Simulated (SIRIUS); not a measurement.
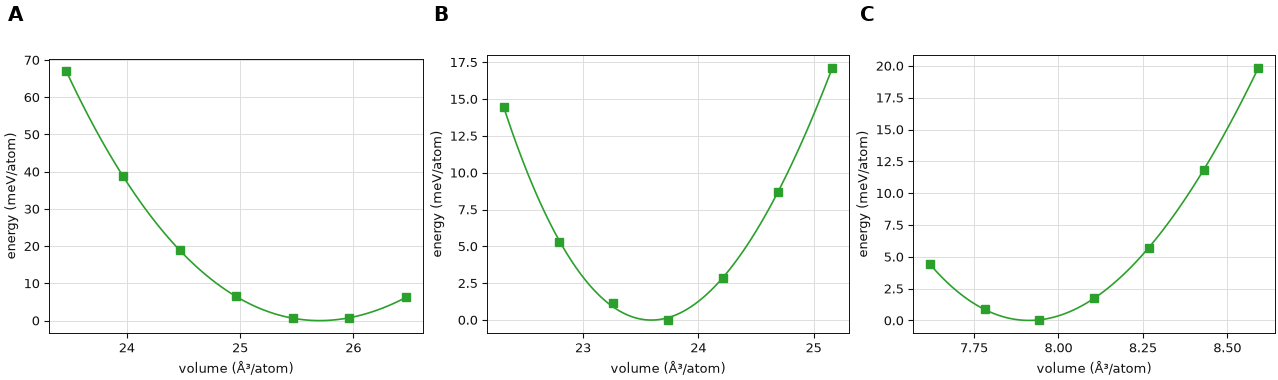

Each panel shows the energy against volume for one of these solids: Be, P6_3/mmc (No. 194); CdSe, Fm-3m (No. 225); Te₂Mo, P6_3/mmc (No. 194).

Computed with SIRIUS 7.12.0: all-electron LAPW DFT, no spin polarisation; energies at scaled volumes of the given cell, shape and fractions fixed, counted from the fit's minimum, third-order Birch-Murnaghan fit. Level: PBE.

Match the panels to the solids.

A is Te₂Mo (energy from 0.64 meV/atom to 66.95 meV/atom, V0 25.7 Å³/atom, B0 93.1 GPa); B is CdSe (energy from −0.03 meV/atom to 17.08 meV/atom, V0 23.59 Å³/atom, B0 59.7 GPa); C is Be (energy from 0.04 meV/atom to 19.84 meV/atom, V0 7.913 Å³/atom, B0 123 GPa).

For Be, limits of the calculation: shape and atomic fractions are frozen while scaling, which makes layered, chain and framework solids too stiff.

For Te₂Mo, limits of the calculation: shape and atomic fractions are frozen while scaling, which makes layered, chain and framework solids too stiff.
